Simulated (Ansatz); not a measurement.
# Calculations on Si49C47

Part 1: Relaxation

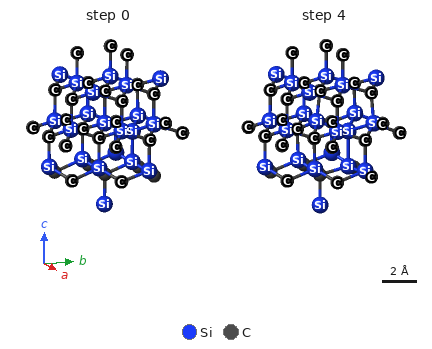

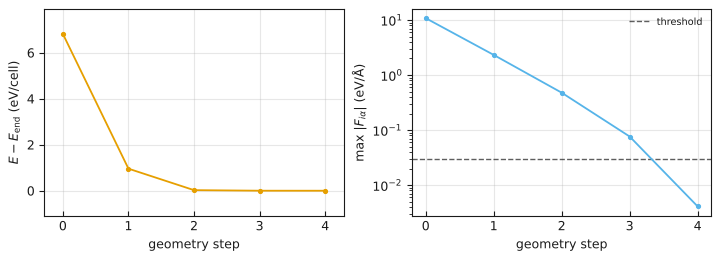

First and last geometry of a relaxation of a defect cell of composition Si49C47 (cell charge −1), with the history of the run. The picture is a ball-and-stick view of the atoms within 5.0 Å of the atom that moves most (axes of the cell of the calculation (origin shifted)), seen slightly off an axis.

These are results of Ansatz 0.2.0, DFT, PBEsol, PAW, plane waves, not measurements. Set-up: plane-wave cutoff 420 eV; k-point mesh 1 × 1 × 1; mesh shifted by (0.25, 0.25, 0.25); collinear spin; atoms relaxed in a fixed cell; force threshold 0.03 eV/Å; at most 80 steps.

What do the curves and the structures tell?

It converged. The largest move is that of a Si atom, 0.30 Å along [0 −2 1]. By element the largest moves are Si 0.30 Å, C 0.13 Å. The lattice vectors keep their values. Near-neighbour distances that change, for instance: Si–Si 3.064 → 3.543 Å, Si–Si 3.052 → 3.517 Å, Si–Si 3.083 → 3.480 Å, Si–Si 1.876 → 2.168 Å. Bond angles that change, for instance: Si–C–Si 111.4° → 102.5°, Si–Si–C 110.2° → 101.8°, C–Si–C 107.3° → 115.6°. Over 4 geometry steps the energy falls by 6.820 eV per cell of the calculation. The largest force component goes from 11 to 0.0041 eV/Å. The run took of the order of 14 core-minutes on a shared host.

Limits of the set-up: the cell is charged, on a uniform background, and energies carry no finite-size correction.

Part 2: Relaxation

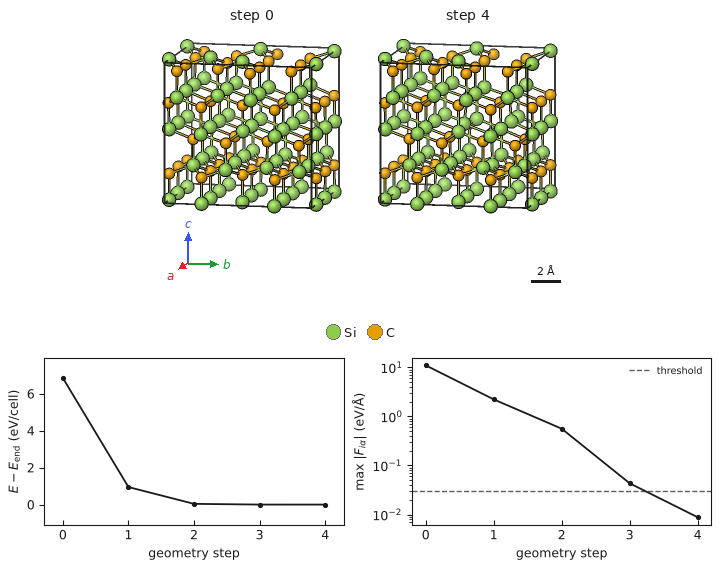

First and last geometry of a relaxation of a defect cell of composition Si49C47, with the history of the run. Style: ball-and-stick. Shown: the cell of the calculation (origin shifted), slightly off an axis.

Level of theory: Ansatz 0.2.0, DFT, PBEsol, PAW, plane waves. Settings: plane-wave cutoff 420 eV; k-point mesh 1 × 1 × 1; mesh shifted by (0.25, 0.25, 0.25); no spin polarisation; atoms relaxed in a fixed cell; force threshold 0.03 eV/Å; at most 80 steps.

**What do the curves and the structures tell?**

It converged. After 4 geometry steps the energy has fallen by 6.847 eV per cell of the calculation. The largest force component goes from 11 to 0.0088 eV/Å. A Si atom moves most: 0.29 Å along [0 −2 1]. Largest moves by element: Si 0.29 Å, C 0.13 Å. The cell doesn't change. Among the contacts that change: Si–Si 3.052 → 3.522 Å, Si–Si 3.064 → 3.532 Å, Si–Si 3.083 → 3.482 Å, Si–Si 1.876 → 2.168 Å. Among the angles between lasting bonds that change: Si–C–Si 112.3° → 102.7°, Si–C–Si 111.0° → 102.1°, Si–Si–C 111.8° → 103.4°.

Part 3: Defect

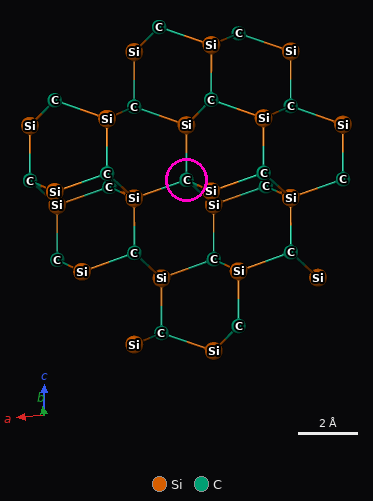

Perfect SiC. The picture is a ball-and-stick view of the atoms within 6.0 Å of one point, in a slice 3.4 Å thick across the line of sight, seen from a free direction.

Computed with DFT, PBEsol, PAW, plane waves in Ansatz 0.2.0. (plane-wave cutoff 420 eV; k-point mesh 1 × 1 × 1; mesh shifted by (0.25, 0.25, 0.25); collinear spin) Fermi-Dirac smearing of 0.01 eV. A uniform background neutralises the charged cell. The axes drawn are those of the host's conventional cell.

A carbon atom is replaced by silicon at the ringed place, in charge state −1. The supercell has 96 sites, and the atoms are relaxed at the host's cell.

Predict the relaxed surroundings of the defect.

Answer. In the host the C atom has 4 Si at 1.88 to 1.89 Å; the Si atom ends with 4 Si at 2.15 to 2.17 Å. Of the host's atoms, a silicon atom moves furthest from its site, by 0.29 Å. The cell's net moment is 0.87 μB.

The relaxed defect, seen from the same direction:

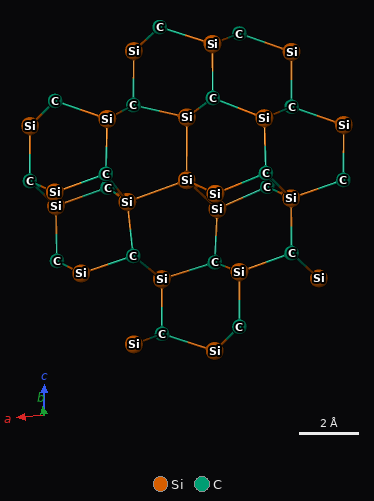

Limits of the set-up: the cell is charged, on a uniform background, and energies carry no finite-size correction.
